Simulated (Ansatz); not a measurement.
Single-point calculation, with input and output: FeCo3 (part 3 of 3)

The same run, continued: FeCo3 (Pm-3m, 4 atoms in the cell); DFT r2SCAN, scalar-relativistic, plane waves, PAW, spin-polarised (Ansatz 0.2.0); cutoff 500 eV, 12×12×12 k-mesh, Gaussian smearing of 0.1 eV, collinear spins. The structure derives from a Materials Project entry. It belongs to a series of runs on one base structure; here: ferrimagnetic in the cell, signs +++-.

Geometry of the input (Å; fractional positions):
```
3.5357  0.0000  0.0000
0.0000  3.5357  0.0000
0.0000  0.0000  3.5357
Fe 0.0000  0.0000  0.0000
Co 0.5000  0.5000  0.0000
Co 0.5000  0.0000  0.5000
Co 0.0000  0.5000  0.5000
```

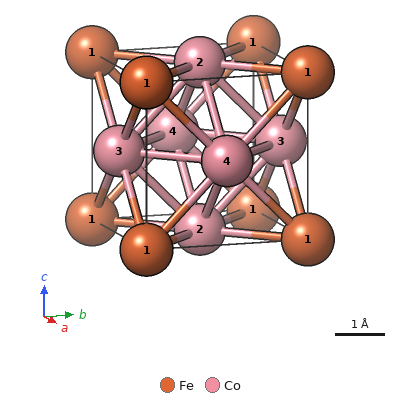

*The input geometry (ball-and-stick view of the cell of the calculation, seen slightly off an axis; atoms are numbered from 1 in the order of the input). An atom can appear more than once, as a periodic image.*

**Output, continued**
```
--- Band table (eV; the first three rows and the last of 392) ---
  k-point 0 ↑: bands = ["-81.4583", "-81.4256", "-79.1089", "-74.2899", "-43.4145", "-43.4145", "-43.1877", "-43.1720", "-43.1720", "-43.1487", "-41.0497", "-41.0497", "-40.8665", "-38.9879", "-38.9879", "-38.9070", "9.2145", "12.5080", "12.9449", "13.4468", "13.4468", "13.5579", "13.5962", "15.4547", "15.4547", "15.4888", "16.3784", "16.3815", "17.4075", "17.6117", "17.6142", "17.6142", "18.1831", "18.1831", "18.7305", "18.8000", "19.5610", "21.0810", "21.0810", "21.1021", "28.2603", "28.4373", "28.8110", "33.4982", "33.7080", "33.7080", "33.7978", "33.7978"]
  k-point 1 ↑: bands = ["-81.4577", "-81.4262", "-79.1089", "-74.2899", "-43.4131", "-43.4130", "-43.1869", "-43.1734", "-43.1734", "-43.1492", "-41.0499", "-41.0495", "-40.8667", "-38.9886", "-38.9882", "-38.9071", "9.3097", "12.5488", "12.9774", "13.4763", "13.4820", "13.5915", "13.6424", "15.4198", "15.4801", "15.5074", "16.3431", "16.3833", "17.3670", "17.4605", "17.4756", "17.6142", "18.0617", "18.1819", "18.6465", "18.6865", "19.5207", "20.6445", "21.4046", "21.4051", "28.3226", "28.6737", "29.1463", "33.1711", "33.2208", "33.4237", "33.5094", "33.9210"]
  k-point 2 ↑: bands = ["-81.4560", "-81.4278", "-79.1089", "-74.2899", "-43.4093", "-43.4090", "-43.1846", "-43.1775", "-43.1774", "-43.1508", "-41.0502", "-41.0488", "-40.8671", "-38.9905", "-38.9889", "-38.9075", "9.5918", "12.6623", "13.0594", "13.5630", "13.5871", "13.6915", "13.7804", "15.3183", "15.5543", "15.5574", "16.2349", "16.3935", "17.0311", "17.1107", "17.2448", "17.6140", "17.8413", "18.1789", "18.3629", "18.5028", "19.3178", "19.8122", "22.1462", "22.1705", "28.3674", "28.7745", "30.5778", "32.0853", "32.0862", "32.7373", "32.8132", "34.3572"]
  k-point 195 ↓: bands = ["-80.3311", "-78.6574", "-78.6574", "-69.8267", "-42.6509", "-41.9395", "-41.9395", "-40.6793", "-40.5543", "-40.5037", "-40.5037", "-40.4883", "-40.3473", "-34.5467", "-34.5441", "-34.5441", "13.8562", "13.8626", "13.8626", "14.2770", "15.6645", "16.6538", "17.3819", "17.3819", "17.4234", "17.5303", "17.5303", "17.6301", "17.7279", "17.7434", "17.8400", "17.8400", "19.9790", "19.9790", "20.0264", "20.2060", "20.2240", "20.2240", "20.5482", "20.6330", "26.0468", "26.0468", "26.1530", "26.2424", "39.8686", "40.0025", "40.0025", "40.0781"]
--- Löwdin populations: 4 sites ---
  site symbol       q [e]    m [muB]
     0     Fe     15.6769     2.9408
     1     Co     16.7622     1.6926
     2     Co     16.7622     1.6926
     3     Co     16.8100    -0.8326
  spilling = 0.014755 (of n_electrons = 67.000000)
```

**File populations.tsv**
```
# site	symbol	l	j	q_up	q_dn
# orbitals = lowdin
# n_electrons = 67.000000
# spilling = 0.014755
0	Fe	0_3S	-	0.992916	0.993773
0	Fe	0_4S	-	0.478351	0.500148
0	Fe	1_3P	-	2.998474	2.998569
0	Fe	2_3D	-	4.839148	1.875550
1	Co	0_3S	-	0.993491	0.993810
1	Co	0_4S	-	0.464396	0.506666
1	Co	1_3P	-	2.998800	2.998630
1	Co	2_3D	-	4.770750	3.035694
2	Co	0_3S	-	0.993491	0.993810
2	Co	0_4S	-	0.464396	0.506666
2	Co	1_3P	-	2.998800	2.998630
2	Co	2_3D	-	4.770750	3.035694
3	Co	0_3S	-	0.994023	0.993440
3	Co	0_4S	-	0.448732	0.525477
3	Co	1_3P	-	2.998639	2.998579
3	Co	2_3D	-	3.547286	4.303832
```

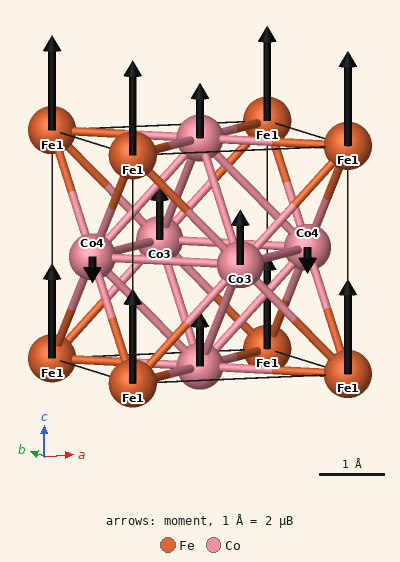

*Magnetic moments of the sites as black arrows (ball-and-stick view of the cell of the calculation, seen slightly off an axis; atoms are numbered from 1 in the order of the input); small moments hardly show. The run is collinear, so the axis drawn is arbitrary.*

Site moments: Fe1 (2.95 μB); Co2, Co3 (1.72 μB); Co4 (−0.83 μB). They are counted near the atoms and needn't add up to the moment of the cell.

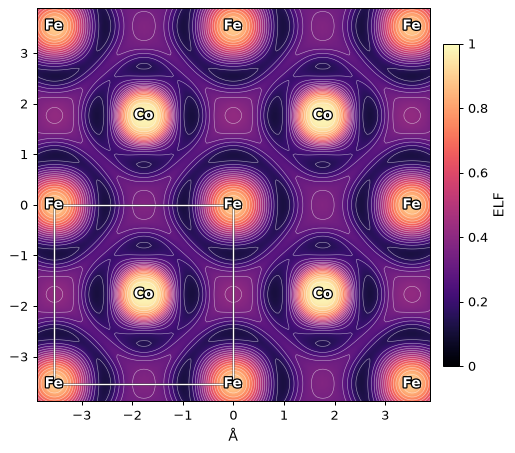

*Electron localisation function on the (010) plane of the conventional cell of the magnetic structure.*

The section cuts through Fe and Co sites. Fe–Co (2.50 Å): the ELF is about 0.25 at the midpoint; no shared electron pair. The strong features right at Fe and Co lie inside the PAW spheres (semicore, d or f shells) and say nothing about bonding. The fields are those of the smooth PAW valence density.

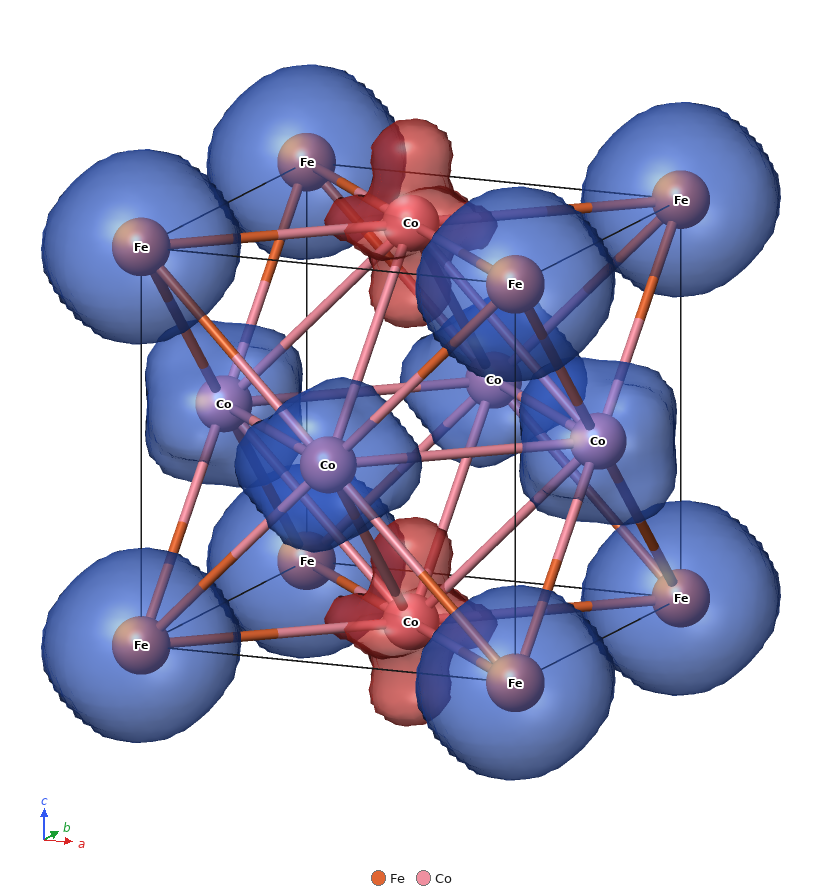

*Isosurfaces of the spin density at +0.2 (blue) and −0.2 e/Å³ (red), seen slightly off an axis. Sticks mark near contacts. The outline is the cell set on symmetry axes of the magnetic structure.*

The spin density sits on Fe: +2.9 μB; Co: +1.7 μB (×2) and −0.8 μB in one cell of 4 atoms: ferrimagnetic. The cell of the calculation (4 atoms) carries 5.2 μB net.

**Summary**

```tsv
quantity	value
outcome	converged
space group (tolerance 0.01 Å)	Pm-3m (221)
electrons treated	67
free energy	−19879.7365 eV
Fermi energy	18.582 eV
gap on the k-point mesh	none (metallic)
net moment of the cell	5.19 μB
integrated absolute moment	7.76 μB
pressure	−0.78 GPa
largest force (length of the vector)	under 0.001 eV/Å
hardware	1 thread of Intel Xeon (Granite Rapids), 192 GiB of memory available, shared host
wall time	2.6 min
peak memory	1 GiB
```

**Remarks**

The electronic state found may not be the lowest one. Warnings of the run: the state was not tested for a lower one.
